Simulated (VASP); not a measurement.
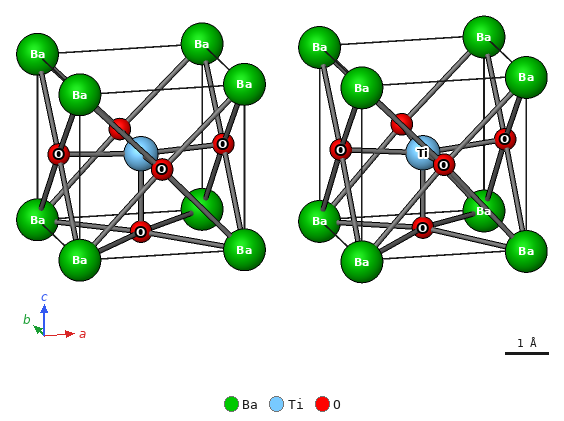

Two geometries of a crystal of BaTiO$_{3}$ (set up in P4mm), drawn at one scale. One is the start of a relaxation, the other its converged end. The picture is a ball-and-stick view of the cell of the calculation, seen slightly off an axis.

Computed with VASP, Kohn-Sham DFT of a periodic cell, PBE, VASP PAW PBE potentials, recommended. Set-up: plane-wave cutoff 600 eV; k-point mesh 7 × 7 × 7; occupations fermi-dirac; smearing width 0.05 eV; no spin polarisation.

Question: Which geometry has the lower energy?

Answer: The right one is the relaxed one. The run lets cell and atoms move. The energy falls by 11.3 meV per atom in 19 geometry steps. Largest force component: 0.28 eV/Å at the start, 0.0093 eV/Å at the end. The pressure goes from 4.06 to −0.04 GPa. The atom that moves furthest relative to the cell is an O atom (0.097 Å along +c). Largest moves by element: O 0.097 Å, Ti 0.078 Å, Ba 0.039 Å. The drawn cell changes as follows: a = b 4.000 → 3.996 Å (−0.1 %), c 4.018 → 4.224 Å (+5.1 %); the volume changes by +4.9 %. Some distances before and after: O–Ti 2.126 → 2.409 Å, Ba–O 2.884 → 2.997 Å, Ba–Ti 3.493 → 3.577 Å, O–Ti 1.892 → 1.815 Å. Among the angles between lasting bonds that change: Ba–O–Ba 176.9° → 171.3°, O–Ti–O 173.8° → 168.5°, Ti–O–Ti 173.8° → 168.5°. The space group stays P4mm (No. 99). It ran on 1 thread of Intel(R) Xeon(R) Platinum 8488C (Sapphire Rapids) (shared host).
